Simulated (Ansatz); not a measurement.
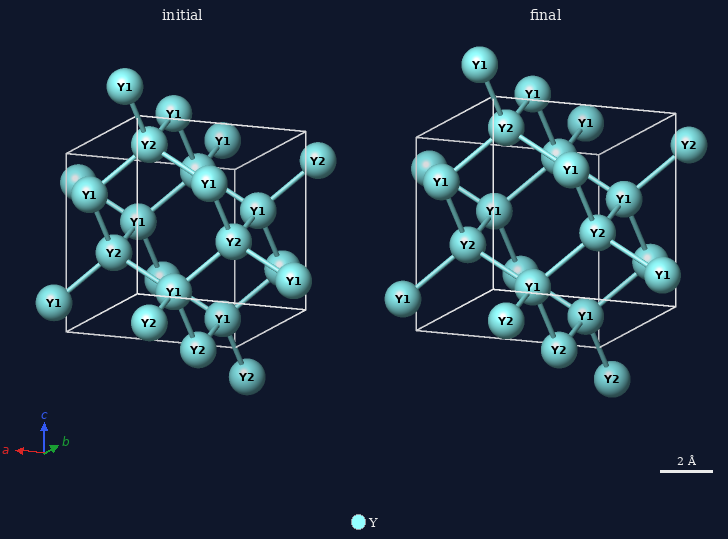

The structure of crystalline Y (a generated structure, set up in Fd-3m) before (left) and after (right) a relaxation, at one scale.

Style: ball-and-stick. Shown: the conventional cell (4 times the calculation's cell), from a free direction. Lengths and directions refer to the drawn axes.

Phase: diamond.

Method: DFT, BLYP, plane waves (420 eV) with PAW, scalar-relativistic in Ansatz 0.2.0. Settings: plane-wave cutoff 420 eV; k-point mesh 8 × 8 × 8; occupations fermi dirac; smearing width 0.1 eV; no spin polarisation; cell and atoms relaxed; force threshold 0.01 eV/Å; at most 60 steps.

Describe what moved and what it gained.

Answer. After 3 accepted moves (4 points after the start) the energy has fallen by 69.5 meV per cell of the calculation. All forces vanish by symmetry, so only the cell relaxes. Pressure: 1.16 GPa at the start and 0.00 GPa at the end. The SCF was repeated once at an unchanged geometry on a basis and grid sized afresh for the cell, which shifted the energy by 0.5 meV per cell of the calculation at most. No atom moves by more than 0.005 Å relative to the cell. Cell: a = b = c 7.091 → 7.681 Å (+8.3 %). Volume +27.1 %. Near-neighbour distances that change, for instance: Y1–Y2 3.070 → 3.326 Å. The space group stays Fd-3m (No. 227).
